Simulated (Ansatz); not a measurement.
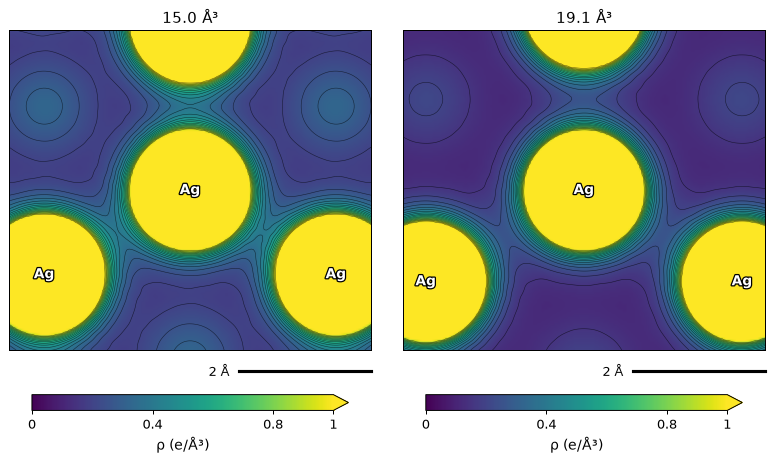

Ag. The valence pseudo-density of cells scaled evenly to different volumes (given per atom above each panel), on the (001) plane of each (indices in the axes of the cell below), at one length scale and on one colour scale.

A generated structure, not necessarily the stable one; computed without spin polarisation.

These are results of DFT, PBEsol, plane waves (420 eV) with PAW, scalar-relativistic in Ansatz 0.2.0, not measurements.

The density is the valence pseudo-density of a PAW calculation; it isn't the true density close to the nuclei.

The largest cell:

```xyz
3
Lattice="4.7942 0.0000 0.0000 -2.3971 4.1519 0.0000 0.0000 0.0000 2.8725" Properties=species:S:1:pos:R:3 pbc="T T T"
Ag    0.0000    0.0000    0.0000
Ag    0.0000    2.7679    1.4362
Ag    2.3971    1.3839    1.4362
```

| volume (Å³/atom) | Ag–Ag contact in the plane (Å) | ρ at its midpoint (e/Å³) | pressure (GPa) | 
| --- | --- | --- | --- |
| 14.97 | 2.554 | 0.403 | 20.7 | 
| 16.34 | 2.629 | ? | ? | 
| 19.06 | 2.768 | 0.259 | −9.2 | 

Q: What values belong in the row with question marks?

A: Over the known rows ln ρ falls by 2.07 per Å of Ag–Ag distance (the line through the two), which gives 0.345 e/Å³ at 2.629 Å; the calculation gives 0.346 e/Å³. For the pressure, a straight line in volume between the neighbouring rows gives 10.7 GPa; the calculation gives 5.2, lower because pressure rises ever faster on compression.
